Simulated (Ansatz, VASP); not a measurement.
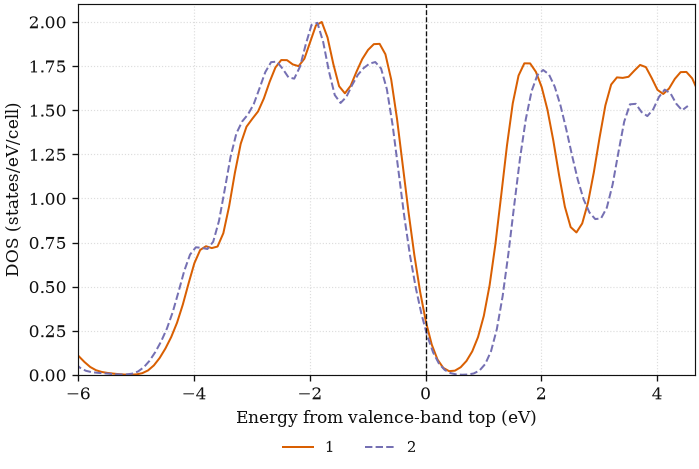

Total densities of states of rocksalt PbTe, space group Fm-3m (No. 225), 2 atoms in the primitive cell (cubic a = 6.462 Å), by two methods on the same cell. The DOS curves are built from the levels of the k mesh with Gaussians 0.55 eV wide, which also blur the band edges; ripples of that width can come from the mesh. Each is counted from its own valence-band top.

Q: Which curve is which? The methods: PBE (Ansatz), LAK (VASP).

A: 1 is PBE (Ansatz); 2 is LAK (VASP). PBE (Ansatz) gives a gap of 0.73 eV and LAK (VASP) gives a gap of 1.20 eV.

Settings. PBE (Ansatz): Ansatz PAW, no spin polarisation, no spin-orbit coupling, 7×7×7 k mesh, 420 eV cutoff, Fermi-Dirac smearing of 0.05 eV (Ansatz 0.2.0). LAK (VASP): VASP PAW PBE potentials, release 64 (Pb_d, Te), no spin polarisation, no spin-orbit coupling, 7×7×7 k mesh, 520 eV cutoff, Fermi-Dirac smearing of 0.05 eV (VASP 6.6.1).

Gaps are the smallest over all k points computed. The two runs differ in program as well. The cell is at 2 GPa in PBE (Ansatz) and 5 GPa in LAK (VASP). Spin-orbit coupling is left out, which matters for Pb and Te. PBE (Ansatz): the k mesh misses the band edges, so the gap on the mesh is wider than the one along the path. LAK (VASP): the PAW data sets were made with another functional. LAK (VASP): the mesh misses the band edges, which the band path finds closer together.
